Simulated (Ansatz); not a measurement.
**AlGaN: a changed input and its effect**

System: AlGaN (P6₃/mmc, 6 atoms in the cell).
Method of run 1: DFT PBE, scalar-relativistic, plane waves, PAW, spin-polarised (Ansatz 0.2.0).

The structure was made by a generator, so it may or may not be a known phase. Text and figures count atoms from 1; the logs count them from 0 in places.

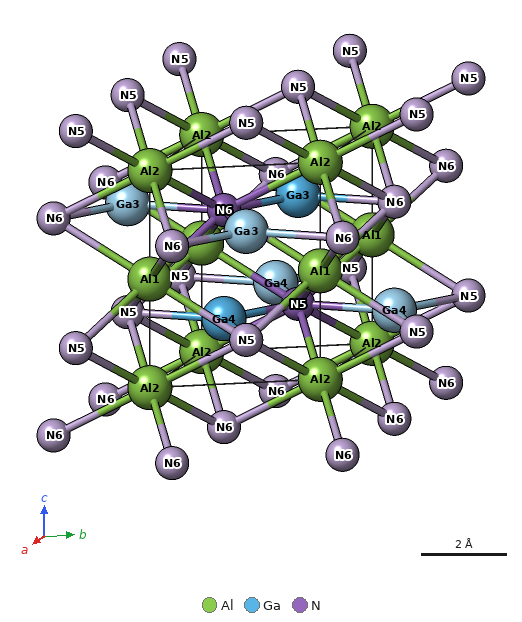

Fig. 1: The structure (ball-and-stick view of the cell of the calculation, seen slightly off an axis; neighbours outside the cell are drawn fainter; atoms are numbered from 1 in the order of the input). An atom can appear more than once, as a periodic image.

## Input file, run 1
```yaml
crystal:
  lattice:
    - [4.14429216, 0.0, 0.0]
    - [-2.07214608, 3.58906229, 0.0]
    - [0.0, 0.0, 5.27343164]
  atoms:
    - { symbol: Al, position: [0.0, 0.0, 0.5] }
    - { symbol: Al, position: [0.0, 0.0, 0.0] }
    - { symbol: Ga, position: [0.33333333, 0.66666667, 0.75] }
    - { symbol: Ga, position: [0.66666667, 0.33333333, 0.25] }
    - { symbol: "N", position: [0.33333333, 0.66666667, 0.25], spin: 1.0 }
    - { symbol: "N", position: [0.66666667, 0.33333333, 0.75], spin: 1.0 }
basis:
  ecutwfc: 420
kpoints:
  mp_grid: { grid: [6, 6, 4] }
hamiltonian:
  xc: pbe
scf:
  occupations: { method: gaussian, width: 0.1 }
  lower_state_search: "off"
output:
  forces: true
  stress: true
  eigenvalues: true
  populations: true
magnetization:
  spin_polarized: true
```

Launched with:
```bash
ansatz run input.yaml --threads 1 --pin off --max-ram 2560MiB --backend cpu --events-out ev --progress --plain --runs-dir out
```

Hardware: 1 thread of Intel Xeon @ 2.50GHz (Skylake/Cascade Lake), 189 GiB of memory available, shared host.

## Output, shortened to warnings, some set-up lines, iterations and results (run 1)
```
WARN: the starting moments were not kept: the SCF closed with an absolute magnetisation of 1.3e-5 μB, where they sum to 2 μB in size (2 sites). That is at most 0.1 of that sum. Measured as dr2_m measures the in/out step, that magnetisation stands 3.8e-11 eV from none, at or under the dr2_threshold of 1.0e-7 eV: it is no larger than a step whose dr2_m would equal this threshold. The system may …
Basis set: ecut = 420 eV, 1529 PW (Γ), exchange–correlation on 60×60×72 points (8 copies of the dense FFT grid, shifted against one another)
Symmetry: 24 space group operations
k-points: 21 of 144
Initial density: superposition of atomic densities (chi_scale 0.1, normalization cell, long waves kept (reshape's long-wave potential 0.01 eV rms))
[...]
SCF iter   1: F=—  HF=-9403.247358 eV  |F-HF|=—  |Δ(HF+E_count)|=         —  Δρ=3.13e-2 (↑3.13e-2 ↓2.78e-2)  dr2=6.14e-1  dr2_m=3.34e-1  M=0.708 μB ∫|m|=0.870 μB  β_m=0.30  …
SCF iter   2: F=—  HF=-9403.274053 eV  |F-HF|=—  |Δ(HF+E_count)|=   2.67e-2  Δρ=2.32e-2 (↑2.32e-2 ↓2.17e-2)  dr2=3.39e-1  dr2_m=2.21e-1  M=0.615 μB ∫|m|=0.755 μB  β_m=0.30  …
SCF iter   3: F=—  HF=-9403.238204 eV  |F-HF|=—  |Δ(HF+E_count)|=   3.58e-2  Δρ=1.50e-2 (↑1.34e-2 ↓1.50e-2)  dr2=3.85e-2  dr2_m=1.39e-1  M=0.569 μB ∫|m|=0.671 μB  β_m=0.30  …
SCF iter   4: F=—  HF=-9403.274513 eV  |F-HF|=—  |Δ(HF+E_count)|=   3.63e-2  Δρ=1.16e-2 (↑1.16e-2 ↓1.11e-2)  dr2=5.56e-3  dr2_m=9.02e-2  M=0.537 μB ∫|m|=0.607 μB  β_m=0.30  …
SCF iter   5: F=—  HF=-9403.301563 eV  |F-HF|=—  |Δ(HF+E_count)|=   2.70e-2  Δρ=9.39e-3 (↑9.39e-3 ↓9.08e-3)  dr2=1.90e-3  dr2_m=6.03e-2  M=0.504 μB ∫|m|=0.555 μB  β_m=0.30  …
[... 8 lines ...]
SCF iter  14: F=—  HF=-9403.368905 eV  |F-HF|=—  |Δ(HF+E_count)|=   9.33e-6  Δρ=3.67e-5 (↑3.67e-5 ↓2.87e-5)  dr2=1.41e-6  dr2_m=4.48e-7  M=0.002 μB ∫|m|=0.002 μB  β_m=0.68  …
SCF iter  15: F=-9403.368906 eV  HF=-9403.368906 eV  |F-HF|=2.27e-8  |Δ(HF+E_count)|=   2.40e-7  Δρ=7.11e-6 (↑7.11e-6 ↓6.00e-6)  dr2=5.43e-8  dr2_m=1.96e-8  M=0.000 μB …
SCF iter  16: F=-9403.368906 eV  HF=-9403.368906 eV  |F-HF|=2.02e-9  |Δ(HF+E_count)|=   3.07e-8  Δρ=1.32e-6 (↑1.32e-6 ↓1.05e-6)  dr2=3.86e-9  dr2_m=4.56e-10  M=0.000 μB …
SCF iter  17: F=-9403.368906 eV  HF=-9403.368906 eV  |F-HF|=3.27e-11  |Δ(HF+E_count)|=  2.78e-10  Δρ=2.62e-7 (↑2.62e-7 ↓2.00e-7)  dr2=1.19e-10  dr2_m=1.56e-11  M=-0.000 μB …
SCF 1 converged in 17 iterations: F = -9403.368906 eV  dr2 = 1.19e-10
SCF converged after 17 iterations
Magnetization: -0.0000 μB (21.0000 up, 21.0000 down)
Absolute magnetization: 0.0000 μB (∫|ρ↑−ρ↓|, with the PAW one-centre terms)
Spin contamination: 0.0000 ħ² per cell (⟨S²⟩ above its minimum at these occupations)
Per-site moments (μB) at R_I (Å): [(-9.973966502277258e-7, 1.08764527575), (-9.973966501499923e-7, 1.08764527575), (-2.223586963524522e-7, 0.9869921299238942), (-2.2235869637711307e-7, 0.9869921299238942), (-3.908825063396978e-6, 0.9869921299238942), (-3.908825063360748e-6, 0.9869921299238942)]
Free energy (F): -9403.368906 eV
Harris-Foulkes:  -9403.368906 eV  (|F-HF|=3.27e-11)
Internal energy: -9403.352757 eV  (E = F + TS)
E sigma→0 (E₀):  -9403.360832 eV
Entropy (-TS):   -0.016148 eV (-2.691 meV/atom)
Fermi energy:    10.144430 eV
--- Per-component energies (eV) ---
  E_band       = -14.848737
  E_kinetic    = 522.369914
  E_local      = -4279.740233  (includes V_loc(G=0)·N_el)
  E_nonlocal   = 963.391239
  E_hartree    = 1981.031060
  E_xc         = -336.080961
  E_vxc        = -323.946886  (∫ρ·V_xc dr)
  E_paw        = -5160.501823  (= ΣΔE_a)
  E_vpaw       = -858.984922  (= ΣTr[D̂ρ^β])
  E_aug_tail   = -0.000083  (compensation charges beyond the density's cutoff)
  E_ewald      = -3093.821870
  E_smearing   = -0.016148  (= −TS)
  E_closure    = 0.000000  (closes the sum)
  Σ components = -9403.368906   (vs F -9403.368906, Δ=0.00e0)
--- Forces (eV/Å), atoms counted from 1 ---
  atom   1  Al     0.00000000     0.00000000     0.00000000
  atom   2  Al     0.00000000    -0.00000000     0.00000000
  atom   3  Ga     0.00000000     0.00000000     0.00000000
  atom   4  Ga     0.00000000    -0.00000000     0.00000000
  atom   5  N      0.00000000    -0.00000000     0.00000000
  atom   6  N      0.00000000     0.00000000     0.00000000
  max |Σ_I F_I| component: 4.63e-17 eV/Å
--- Stress (GPa, compression-positive) ---
        3.281756       0.000000       0.000000
        0.000000       3.281756       0.000000
        0.000000       0.000000       3.058372
  P = ⅓ Tr σ = 3.2073 GPa (32.073 kbar)
--- Löwdin populations: 6 sites ---
  site symbol       q [e]    m [muB]
     0     Al      2.5165    -0.0000
     1     Al      2.5165    -0.0000
     2     Ga     12.7889    -0.0000
     3     Ga     12.7889    -0.0000
     4      N      5.5876    -0.0000
     5      N      5.5876    -0.0000
  spilling = 0.005091 (of n_electrons = 42.000000)
```

The input of run 2 differs as follows (lines with − go, lines with + come):
```diff
-    - { symbol: "N", position: [0.33333333, 0.66666667, 0.25], spin: 1.0 }
-    - { symbol: "N", position: [0.66666667, 0.33333333, 0.75], spin: 1.0 }
+    - { symbol: "N", position: [0.33333333, 0.66666667, 0.25] }
+    - { symbol: "N", position: [0.66666667, 0.33333333, 0.75] }
-  populations: true
-magnetization:
-  spin_polarized: true
```

How does run 2 compare with run 1?

The energy is the same within 0.01 meV per atom. The SCF takes 6 iterations against 17. On the same kind of shared host run 2 took about 0.25 times as long. The two runs start from different initial densities, which also moves the count.

## Output, shortened to warnings, some set-up lines, iterations and results (run 2)
```
Basis set: ecut = 420 eV, 1529 PW (Γ), exchange–correlation on 60×60×72 points (8 copies of the dense FFT grid, shifted against one another)
Symmetry: 24 space group operations
k-points: 21 of 144
Initial density: superposition of atomic densities (neutral atoms: chi_scale 0, normalization atom), corrected by the library's trained network
[...]
SCF iter   1: F=—  HF=-9403.370774 eV  |F-HF|=—  |Δ(HF+E_count)|=         —  Δρ=3.53e-3  dr2=6.44e-3  ethr=1.77e-3  ⟨swp⟩=6.3  Hψ=2560  notcnv=0
SCF iter   2: F=—  HF=-9403.369203 eV  |F-HF|=—  |Δ(HF+E_count)|=   1.57e-3  Δρ=2.00e-3  dr2=2.08e-3  ethr=1.53e-5  ⟨swp⟩=1.2  Hψ=746  notcnv=0
SCF iter   3: F=—  HF=-9403.369186 eV  |F-HF|=—  |Δ(HF+E_count)|=   1.64e-5  Δρ=6.57e-4  dr2=2.15e-4  ethr=4.96e-6  ⟨swp⟩=2.0  Hψ=952  notcnv=0
SCF iter   4: F=—  HF=-9403.368954 eV  |F-HF|=—  |Δ(HF+E_count)|=   2.33e-4  Δρ=1.83e-4  dr2=1.44e-5  ethr=5.13e-7  ⟨swp⟩=2.0  Hψ=947  notcnv=0
SCF iter   5: F=—  HF=-9403.368906 eV  |F-HF|=—  |Δ(HF+E_count)|=   4.78e-5  Δρ=3.78e-5  dr2=7.52e-7  ethr=3.42e-8  ⟨swp⟩=2.0  Hψ=984  notcnv=0
SCF iter   6: F=-9403.368906 eV  HF=-9403.368906 eV  |F-HF|=1.15e-7  |Δ(HF+E_count)|=   1.54e-7  Δρ=1.43e-5  dr2=9.45e-8  ethr=2.38e-10  ⟨swp⟩=6.7  Hψ=2403  notcnv=0
SCF 1 converged in 6 iterations: F = -9403.368906 eV  dr2 = 9.45e-8
SCF converged after 6 iterations
Free energy (F): -9403.368906 eV
Harris-Foulkes:  -9403.368906 eV  (|F-HF|=1.15e-7)
Internal energy: -9403.352758 eV  (E = F + TS)
E sigma→0 (E₀):  -9403.360832 eV
Entropy (-TS):   -0.016147 eV (-2.691 meV/atom)
Fermi energy:    10.144427 eV
--- Per-component energies (eV) ---
  E_band       = -14.839234
  E_kinetic    = 522.371793
  E_local      = -4279.729667  (includes V_loc(G=0)·N_el)
  E_nonlocal   = 963.393836
  E_hartree    = 1981.020510
  E_xc         = -336.081237
  E_vxc        = -323.947309  (∫ρ·V_xc dr)
  E_paw        = -5160.506042  (= ΣΔE_a)
  E_vpaw       = -858.991234  (= ΣTr[D̂ρ^β])
  E_aug_tail   = -0.000083  (compensation charges beyond the density's cutoff)
  E_ewald      = -3093.821870
  E_smearing   = -0.016147  (= −TS)
  E_closure    = 0.000000  (closes the sum)
  Σ components = -9403.368906   (vs F -9403.368906, Δ=0.00e0)
--- Forces (eV/Å), atoms counted from 1 ---
  atom   1  Al     0.00000000    -0.00000000     0.00000000
  atom   2  Al     0.00000000     0.00000000     0.00000000
  atom   3  Ga     0.00000000     0.00000000     0.00000000
  atom   4  Ga     0.00000000    -0.00000000     0.00000000
  atom   5  N      0.00000000    -0.00000000     0.00000000
  atom   6  N      0.00000000     0.00000000     0.00000000
  max |Σ_I F_I| component: 1.11e-16 eV/Å
--- Stress (GPa, compression-positive) ---
        3.281383      -0.000000       0.000000
        0.000000       3.281383       0.000000
        0.000000       0.000000       3.057986
  P = ⅓ Tr σ = 3.2069 GPa (32.069 kbar)
```

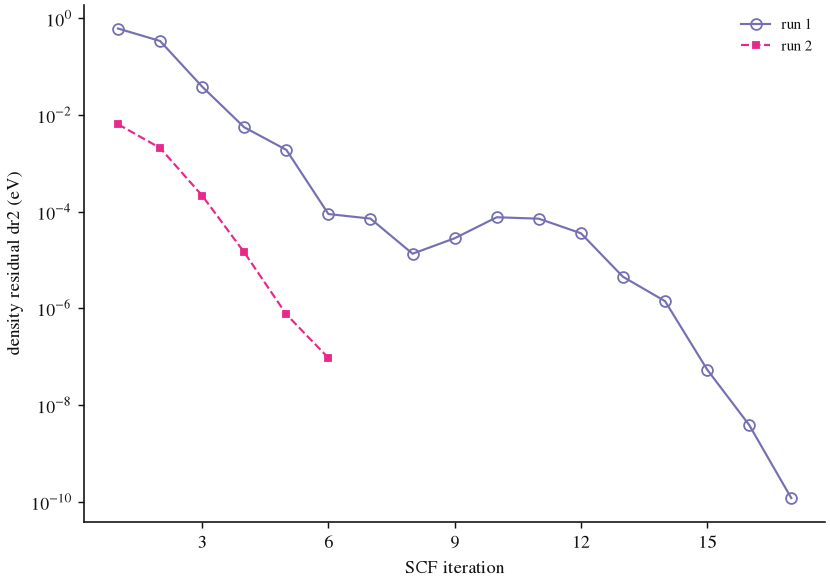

Fig. 2: Convergence of the two runs: density residual dr2 against the SCF iteration. Run 1 takes 17 iterations in all, and run 2 takes 6.

## The two runs side by side

```tsv
quantity	run 1	run 2
outcome	converged	converged
free energy per atom (eV)	−1567.2282	−1567.2282
energy per atom, smearing taken to zero (eV)	−1567.2268	−1567.2268
gap on the mesh (eV)	0.00	0.00
net moment of the cell (μB)	0.00	–
absolute moment of the cell (μB)	0.00	–
pressure (GPa)	3.21	3.21
largest force (eV/Å)	0.000	0.000
SCF iterations	17	6
irreducible k-points	21	21
plane waves at Γ	1529	1529
wall time (shared host)	19 s	4.7 s
```

For run 1: Warnings: some starting moments were not kept.
